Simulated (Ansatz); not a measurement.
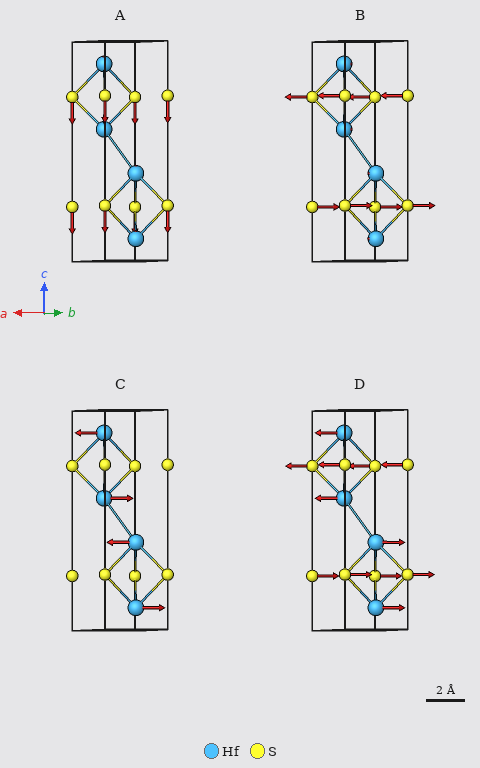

Four optical modes of solid Hf$_{2}$S at the zone centre, in no order (one member of each degenerate set). The red arrows are the displacements of the atoms (eigenvector over the root of the mass), of arbitrary overall length and sign. The picture is a ball-and-stick view of the cell of the calculation, seen from a free direction.

Computed with DFT LDA, scalar-relativistic, plane waves, PAW in Ansatz. Settings: plane-wave cutoff 420 eV; k-point mesh 12 × 12 × 4; occupations fermi dirac; smearing width 0.15 eV; no spin polarisation.

The frequencies depend somewhat on the k-mesh and the smearing.

Rank the modes by frequency, softest first.

D (73 cm⁻¹), C (112 cm⁻¹), B (271 cm⁻¹), A (330 cm⁻¹). D, E₂g: All motion is along a; atoms of one kind move against one another, with no net shift of any sublattice; the kinetic energy is shared as Hf 92 %, S 8 %. C, E₁g: The S atoms stay at rest; all motion is along a; atoms of one kind move against one another, with no net shift of their sublattice. B, E₂g: All motion is along a; atoms of one kind move against one another, with no net shift of any sublattice; the kinetic energy is shared as S 92 %, Hf 8 %. A, A₂u: The S sublattice moves against the Hf sublattice, along c; the kinetic energy is shared as S 92 %, Hf 8 %. The crystal is metallic in this run.
